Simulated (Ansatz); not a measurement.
# C: geometry relaxation (part 2 of 2)

The same run, continued: C (Fd-3m, 2 atoms in the cell); DFT PBE, scalar-relativistic, plane waves, PAW, no spin polarisation (Ansatz 0.2.0); cutoff 420 eV, 8×8×8 k-mesh, Gaussian smearing of 0.1 eV. The structure was made by swapping elements on the sites of another compound; it need not be a known phase. It belongs to a series of runs on one base structure; here: Si -> C on all its sites, cell and atoms relaxed.

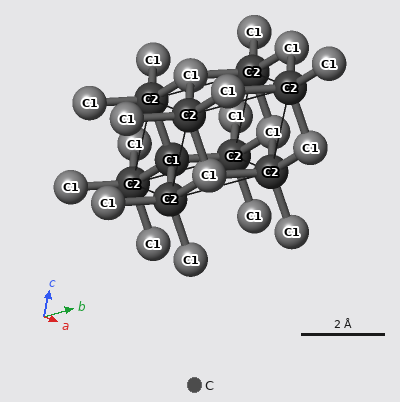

**Figure 1.** The geometry at step 4 of the log (ball-and-stick view of the cell of the calculation, seen slightly off an axis; neighbours outside the cell are drawn fainter; atoms are numbered from 1 in the order of the input).

## Output, continued
```
relax step   7: F+E_penalty+E_count = -501.61496556 eV  Δ(F+E_penalty+E_count) = +7.197e-3 eV  max|allowed force component| = 1.850e-16 eV/Å  Δτ_max = 0.0000 Å  P = -0.694 GPa  Ω = 11.409 Å³  stress off target by 6.94e-1 GPa  SCF on the basis re-selected at this cell (its energy is not comparable with the rows above)  (6 SCF iters)
basis re-selected at this cell: Δ(F+E_penalty+E_count) = +7.197e-3 eV, ΔP = -0.696 GPa vs the last step (what re-selecting the basis moved, of the pressure what is left beyond the Pulay correction that the steps carried, after the strain that the cell walked since its last selection, with what the two solves' SCF thresholds leave and, on support functions, any second-order correction that the steps lacked; it is no measure of the basis error at this ecutwfc). The dense FFT grid was sized anew with the basis: this SCF ran on 18×18×18 points, the steps before it on 24×24×24, so part of this shift can come from that change (see relax.cell in the input reference). This SCF's stress stands 6.94e-1 GPa from its target on what of the cell is left free (relax.cell.stress_tol is 5.00e-1 GPa) and its largest allowed force component is 1.85e-16 eV/Å (relax.f_tol is 5.00e-2 eV/Å): not within both, so this SCF does not close the relaxation
Crystal: 2 atoms, lattice volume = 11.390 Å³
iter 1 solved again at ethr=2.09e-7 eV; its pass at ethr=3.10e-3 eV (dr2=1.67e-5 eV) is discarded
SCF iter   1: F=—  HF=-501.615128 eV  |F-HF|=—  |Δ(HF+E_count)|=         —  Δρ=4.07e-4  dr2=1.61e-5  ethr=2.09e-7  ⟨swp⟩=1.0  Hψ=1634  notcnv=0
preconditioner: auto → none  [insulator: Δε(μ)=4.133 eV  Ē_g=19.570 eV  σ=0.100 eV  W_gap=1.00  n_scr=0 (ndim 8)  ℏωp=31.1 eV  f_vac=0.000  D(μ)=0.00/eV (n_scr^D=0)  ε∞_Penn≈3.5]
SCF iter   2: F=—  HF=-501.615124 eV  |F-HF|=—  |Δ(HF+E_count)|=   4.09e-6  Δρ=1.64e-4  dr2=2.74e-6  ethr=2.02e-7  ⟨swp⟩=1.0  Hψ=232  notcnv=0
iter 3 did not close the SCF: its close was put off for the readings that it lacked (scf_convergence_deferred on its scf_iter line)
SCF iter   3: F=-501.615123 eV  HF=-501.615123 eV  |F-HF|=1.14e-8  |Δ(HF+E_count)|=   7.32e-7  Δρ=1.44e-5  dr2=1.65e-8  ethr=3.42e-8  ⟨swp⟩=2.0  Hψ=348  notcnv=0
iter 4 did not close the SCF: its close was put off for the readings that it lacked (scf_convergence_deferred on its scf_iter line)
SCF iter   4: F=-501.615123 eV  HF=-501.615123 eV  |F-HF|=7.35e-10  |Δ(HF+E_count)|=   1.35e-8  Δρ=4.09e-6  dr2=1.63e-9  ethr=2.07e-10  ⟨swp⟩=2.1  Hψ=347  notcnv=0
iter 5 did not close the SCF: its close was put off for the readings that it lacked (scf_convergence_deferred on its scf_iter line)
SCF iter   5: F=-501.615123 eV  HF=-501.615123 eV  |F-HF|=1.07e-11  |Δ(HF+E_count)|=  5.42e-10  Δρ=4.97e-7  dr2=2.33e-11  ethr=2.04e-11  ⟨swp⟩=2.0  Hψ=347  notcnv=0
SCF iter   6: F=-501.615123 eV  HF=-501.615123 eV  |F-HF|=1.14e-13  |Δ(HF+E_count)|=  9.27e-12  Δρ=3.92e-8  dr2=1.34e-13  ethr=1.00e-12  ⟨swp⟩=1.0  Hψ=580  notcnv=0
SCF 8 converged in 6 iterations: F = -501.615123 eV  dr2 = 1.34e-13
relax step   8: F+E_penalty+E_count = -501.61512310 eV  Δ(F+E_penalty+E_count) = -1.575e-4 eV  max|allowed force component| = 2.220e-16 eV/Å  Δτ_max = 0.0000 Å  P = +0.012 GPa  Ω = 11.390 Å³  energy of the carried Pulay correction = +1.187e-4 eV  (6 SCF iters, dr2 threshold 2.00e-7 eV, accepted)
iter 1 solved again at ethr=2.38e-8 eV; its pass at ethr=3.10e-3 eV (dr2=1.90e-6 eV) is discarded
SCF iter   1: F=—  HF=-501.615024 eV  |F-HF|=—  |Δ(HF+E_count)|=         —  Δρ=1.19e-5  dr2=2.28e-9  ethr=2.38e-8  ⟨swp⟩=3.2  Hψ=2244  notcnv=0
preconditioner: auto → none  [insulator: Δε(μ)=4.131 eV  Ē_g=19.571 eV  σ=0.100 eV  W_gap=1.00  n_scr=0 (ndim 8)  ℏωp=31.1 eV  f_vac=0.000  D(μ)=0.00/eV (n_scr^D=0)  ε∞_Penn≈3.5]
iter 2 did not close the SCF: its close was put off for the readings that it lacked (scf_convergence_deferred on its scf_iter line)
SCF iter   2: F=-501.615025 eV  HF=-501.615025 eV  |F-HF|=1.69e-9  |Δ(HF+E_count)|=   3.24e-7  Δρ=5.92e-6  dr2=5.16e-10  ethr=2.85e-11  ⟨swp⟩=2.3  Hψ=349  notcnv=0
iter 3 did not close the SCF: its close was put off for the readings that it lacked (scf_convergence_deferred on its scf_iter line)
SCF iter   3: F=-501.615025 eV  HF=-501.615025 eV  |F-HF|=5.12e-12  |Δ(HF+E_count)|=   1.77e-9  Δρ=3.12e-7  dr2=2.17e-12  ethr=6.45e-12  ⟨swp⟩=2.1  Hψ=345  notcnv=0
iter 4 did not close the SCF: its close was put off for the readings that it lacked (scf_convergence_deferred on its scf_iter line)
SCF iter   4: F=-501.615025 eV  HF=-501.615025 eV  |F-HF|=0.00e0  |Δ(HF+E_count)|=  5.51e-12  Δρ=8.98e-9  dr2=5.06e-15  ethr=1.00e-12  ⟨swp⟩=1.0  Hψ=232  notcnv=0
iter 5 did not close the SCF: its close was put off for the readings that it lacked (scf_convergence_deferred on its scf_iter line)
SCF iter   5: F=-501.615025 eV  HF=-501.615025 eV  |F-HF|=2.27e-13  |Δ(HF+E_count)|=  2.27e-13  Δρ=2.96e-9  dr2=5.06e-16  ethr=1.00e-12  ⟨swp⟩=1.0  Hψ=232  notcnv=0
SCF iter   6: F=-501.615025 eV  HF=-501.615025 eV  |F-HF|=1.14e-13  |Δ(HF+E_count)|=  2.27e-13  Δρ=5.53e-10  dr2=9.50e-18  ethr=1.00e-12  ⟨swp⟩=1.0  Hψ=580  notcnv=0
SCF 9 converged in 6 iterations: F = -501.615025 eV  dr2 = 9.50e-18
relax step   9: F+E_penalty+E_count = -501.61502479 eV  Δ(F+E_penalty+E_count) = +9.831e-5 eV  max|allowed force component| = 1.457e-16 eV/Å  Δτ_max = 0.0000 Å  P = +0.001 GPa  Ω = 11.390 Å³  stress off target by 7.09e-4 GPa  SCF on the basis re-selected at this cell (its energy is not comparable with the rows above)  (6 SCF iters)
```

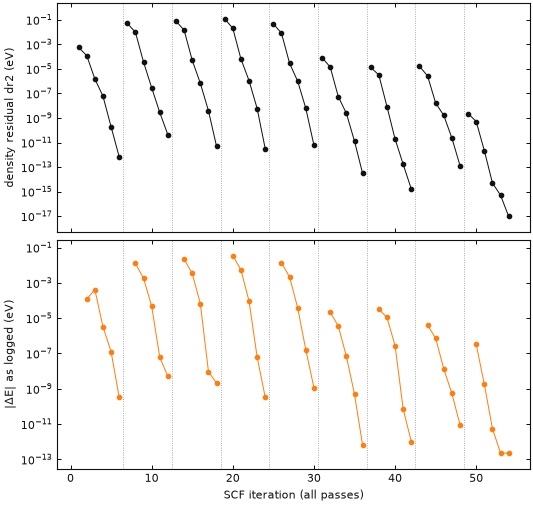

**Figure 2.** Convergence of the self-consistent field: density residual dr2 and size of the energy change against the SCF iteration. The dotted lines part the SCF passes of the relaxation: geometry steps, rejected trials and re-solves on a re-selected basis. The 9 passes take 6 iterations each, 54 in all.

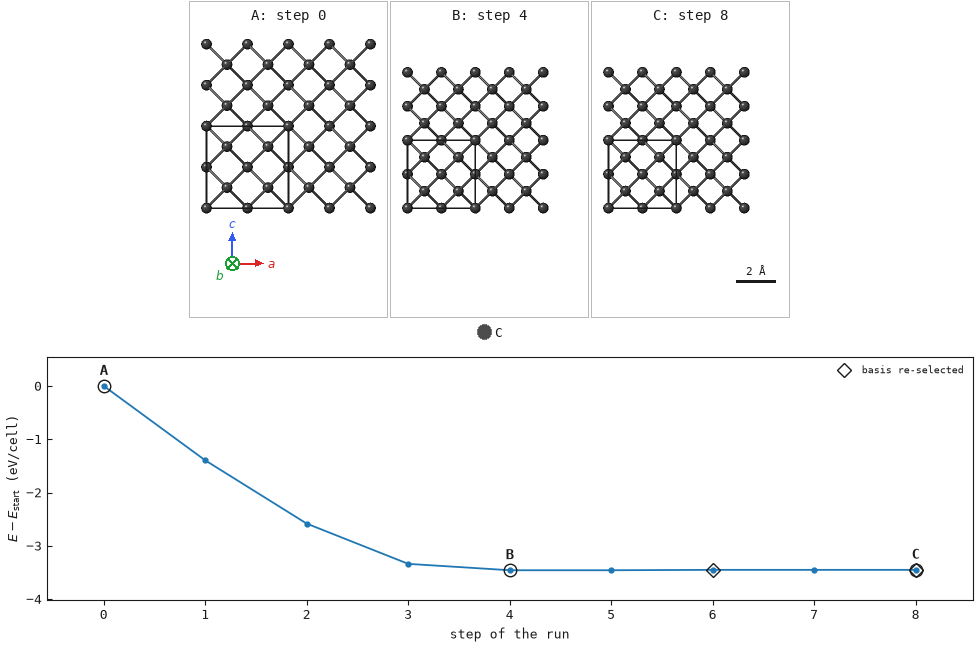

**Figure 3.** Frames of the relaxation (ball-and-stick view of the cell 4 times as large as that of the calculation, set on its symmetry axes, repeated 2 × 1 × 2, along the b axis) above the curves, on which the letters mark them (the first geometry is step 0 here and step 1 in the log).

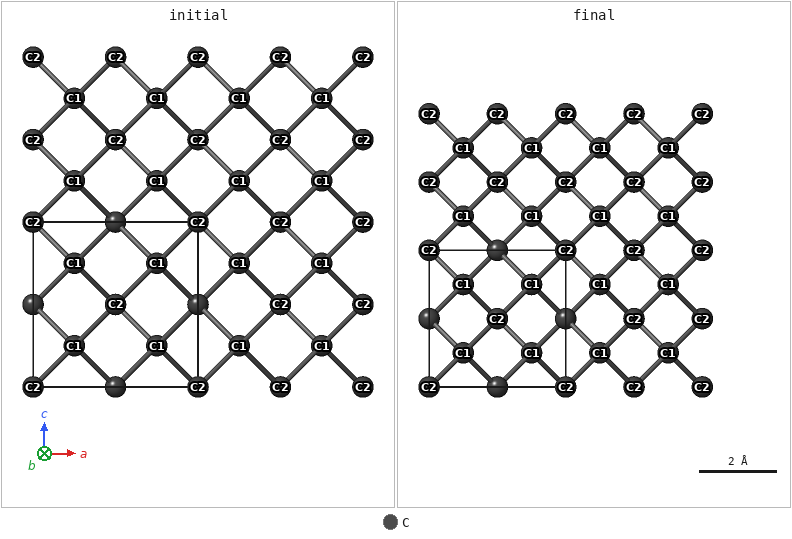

**Figure 4.** Before (left) and after (right) the relaxation, at one scale (ball-and-stick view of the cell 4 times as large as that of the calculation, set on its symmetry axes, repeated 2 × 1 × 2, along the b axis). After 6 geometry steps the energy has fallen by 3.451 eV per cell of the calculation. All forces vanish by symmetry, so only the cell relaxes. The pressure goes from −78.49 to 0.00 GPa. The basis was re-selected once at an unchanged geometry, which shifts the energy a little without any move. No atom moves by more than 0.005 Å relative to the cell. The volume changes by −43.1 %, with a = b = c 4.311 → 3.572 Å (−17.2 %). Among the contacts that change: C1–C2 1.867 → 1.547 Å. The space group stays Fd-3m (No. 227). The energy change given includes the shifts at the re-selections in mid-walk, which come without any move. A last SCF at the same geometry on a re-selected plane-wave basis shifts the energy by +0.1 meV per cell of the calculation. (Atoms are counted from 1 in the order of the input.)

```
basis re-selected at this cell: Δ(F+E_penalty+E_count) = +9.831e-5 eV, ΔP = -0.011 GPa vs the last step (what re-selecting the basis moved, of the pressure what is left beyond the Pulay correction that the steps carried, after the strain that the cell walked since its last selection, with what the two solves' SCF thresholds leave and, on support functions, any second-order correction that the steps lacked; it is no measure of the basis error at this ecutwfc). This SCF's stress stands 7.09e-4 GPa from its target on what of the cell is left free (relax.cell.stress_tol is 5.00e-1 GPa) and its largest allowed force component is 1.46e-16 eV/Å (relax.f_tol is 5.00e-2 eV/Å): within both
SCF converged after 6 iterations
Free energy (F): -501.615025 eV
Harris-Foulkes:  -501.615025 eV  (|F-HF|=1.14e-13)
Internal energy: -501.615025 eV  (E = F + TS)
E sigma→0 (E₀):  -501.615025 eV
Fermi energy:    15.307490 eV
--- Per-component energies (eV) ---
  E_band       = 34.319021
  E_kinetic    = 184.258495
  E_local      = -122.707373  (includes V_loc(G=0)·N_el)
  E_nonlocal   = 53.266775
  E_hartree    = 26.828762
  E_xc         = -97.357192
  E_vxc        = -120.859574  (∫ρ·V_xc dr)
  E_paw        = -198.420168  (= ΣΔE_a)
  E_vpaw       = -13.296843  (= ΣTr[D̂ρ^β])
  E_aug_tail   = 0.000018  (compensation charges beyond the density's cutoff)
  E_ewald      = -347.484342
  E_smearing   = -0.000000  (= −TS)
  E_closure    = -0.000000  (closes the sum)
  Σ components = -501.615025   (vs F -501.615025, Δ=0.00e0)
--- Forces (eV/Å), atoms counted from 1 ---
  atom   1  C     -0.00000000     0.00000000     0.00000000
  atom   2  C      0.00000000    -0.00000000    -0.00000000
  max |Σ_I F_I| component: 4.16e-17 eV/Å
--- Stress (GPa, compression-positive) ---
        0.000709       0.000000      -0.000000
        0.000000       0.000709       0.000000
       -0.000000       0.000000       0.000709
  P = ⅓ Tr σ = 0.0007 GPa (0.007 kbar)
--- Band table (eV; the first three rows and the last of 29) ---
  k-point 0: bands = ["-8.1812", "13.2429", "13.2429", "13.2429", "18.8252", "18.8252", "18.8252", "26.4271"]
  k-point 1: bands = ["-7.7505", "10.8335", "12.5909", "12.5909", "19.6793", "19.6793", "20.0985", "26.8058"]
  k-point 2: bands = ["-6.4715", "6.6687", "11.4998", "11.4998", "21.0172", "21.0172", "21.3428", "27.7760"]
  k-point 28: bands = ["1.2882", "1.2882", "4.9509", "4.9509", "23.8472", "23.8472", "25.4934", "25.4934"]
--- Relaxed structure (7 steps of the walk, 7 accepted, 2 SCFs on fresh bases) ---
  F+E_penalty+E_count = -501.61502479 eV   max|allowed force component| = 1.457e-16 eV/Å   (the final SCF, on the basis selected at the relaxed cell)
  cell:  # Å, volume = 11.3905 Å³
    - [7.085745630328627e-34, 1.785818187126428, 1.785818187126428]
    - [1.785818187126428, 3.5189974131353178e-34, 1.785818187126428]
    - [1.785818187126428, 1.785818187126428, -2.4839938660365997e-34]
  atoms:
    - { symbol: C, position: [0.25, 0.25, 0.25] }
    - { symbol: C, position: [-4.0017225006109704e-35, 1.0236964536446672e-35, -4.0017225006109715e-35] }
```

## Trajectory as extended XYZ (Å, eV, eV/Å), 9 frames, from step=1 to step=9
```
2
Lattice="0.0000 2.1557 2.1557 2.1557 0.0000 2.1557 2.1557 2.1557 0.0000" Properties=species:S:1:pos:R:3:forces:R:3 step=1 energy=-498.16365 pressure_GPa=-78.49
C     1.0779    1.0779    1.0779    0.0000   0.0000   0.0000
C     0.0000    0.0000    0.0000    0.0000   0.0000   0.0000
2
Lattice="0.0000 2.0506 2.0506 2.0506 0.0000 2.0506 2.0506 2.0506 0.0000" Properties=species:S:1:pos:R:3:forces:R:3 step=2 energy=-499.55950 pressure_GPa=-79.37
C     1.0253    1.0253    1.0253    0.0000   0.0000   0.0000
C     0.0000    0.0000    0.0000    0.0000   0.0000   0.0000
2
Lattice="0.0000 1.9455 1.9455 1.9455 0.0000 1.9455 1.9455 1.9455 0.0000" Properties=species:S:1:pos:R:3:forces:R:3 step=3 energy=-500.74710 pressure_GPa=-67.57
C     0.9728    0.9728    0.9728    0.0000   0.0000   0.0000
C     0.0000    0.0000    0.0000    0.0000   0.0000   0.0000
2
Lattice="0.0000 1.8404 1.8404 1.8404 0.0000 1.8404 1.8404 1.8404 0.0000" Properties=species:S:1:pos:R:3:forces:R:3 step=4 energy=-501.50235 pressure_GPa=-32.42
C     0.9202    0.9202    0.9202    0.0000   0.0000   0.0000
C     0.0000    0.0000    0.0000    0.0000   0.0000   0.0000
2
Lattice="0.0000 1.7846 1.7846 1.7846 0.0000 1.7846 1.7846 1.7846 0.0000" Properties=species:S:1:pos:R:3:forces:R:3 step=5 energy=-501.62216 pressure_GPa=1.57
C     0.8923    0.8923    0.8923    0.0000   0.0000   0.0000
C     0.0000    0.0000    0.0000    0.0000   0.0000   0.0000
2
Lattice="0.0000 1.7868 1.7868 1.7868 0.0000 1.7868 1.7868 1.7868 0.0000" Properties=species:S:1:pos:R:3:forces:R:3 step=6 energy=-501.62216 pressure_GPa=0.00
C     0.8934    0.8934    0.8934    0.0000   0.0000   0.0000
C     0.0000    0.0000    0.0000    0.0000   0.0000   0.0000
2
Lattice="0.0000 1.7868 1.7868 1.7868 0.0000 1.7868 1.7868 1.7868 0.0000" Properties=species:S:1:pos:R:3:forces:R:3 step=7 energy=-501.61497 pressure_GPa=-0.69
C     0.8934    0.8934    0.8934    0.0000   0.0000   0.0000
C     0.0000    0.0000    0.0000    0.0000   0.0000   0.0000
2
Lattice="0.0000 1.7858 1.7858 1.7858 0.0000 1.7858 1.7858 1.7858 0.0000" Properties=species:S:1:pos:R:3:forces:R:3 step=8 energy=-501.61512 pressure_GPa=0.01
C     0.8929    0.8929    0.8929    0.0000   0.0000   0.0000
C     0.0000    0.0000    0.0000    0.0000   0.0000   0.0000
2
Lattice="0.0000 1.7858 1.7858 1.7858 0.0000 1.7858 1.7858 1.7858 0.0000" Properties=species:S:1:pos:R:3:forces:R:3 step=9 energy=-501.61503 pressure_GPa=0.00
C     0.8929    0.8929    0.8929    0.0000   0.0000   0.0000
C     0.0000    0.0000    0.0000    0.0000   0.0000   0.0000
```

This output came from the following input.

## Input file
```yaml
crystal:
  lattice:
    - [0.0, 2.1557119985, 2.1557119985]
    - [2.1557119985, 0.0, 2.1557119985]
    - [2.1557119985, 2.1557119985, 0.0]
  atoms:
    - { symbol: C, position: [0.25, 0.25, 0.25] }
    - { symbol: C, position: [0.0, 0.0, 0.0] }
basis:
  ecutwfc: 420
kpoints:
  mp_grid: { grid: [8, 8, 8] }
hamiltonian:
  xc: pbe
scf:
  occupations: { method: gaussian, width: 0.1 }
output:
  forces: true
  stress: true
  eigenvalues: true
relax:
  adjacent_minimum: "off"
  f_tol: 0.05
  max_steps: 60
  cell: { stress_tol: 0.5 }
```

Launched with:
```bash
ansatz run input.yaml --threads 1 --pin off --max-ram 2560MiB --backend cpu --events-out ev --progress --plain --runs-dir out
```

## Key numbers

```tsv
quantity	value
outcome	converged
space group (tolerance 0.01 Å)	Fd-3m (227)
electrons treated	8
free energy	−501.6150 eV
Fermi energy	15.307 eV
gap on the k-point mesh	4.13 eV
pressure	0.00 GPa
final volume	11.39 Å³
largest force (length of the vector) at the end	under 0.001 eV/Å
final cell	a = 2.526 Å, b = 2.526 Å, c = 2.526 Å, α = 60.00°, β = 60.00°, γ = 60.00°
hardware	1 thread of Arm Neoverse N1, 80 GiB of memory available, shared host
wall time	6.2 s
peak memory	0.25 GiB
```
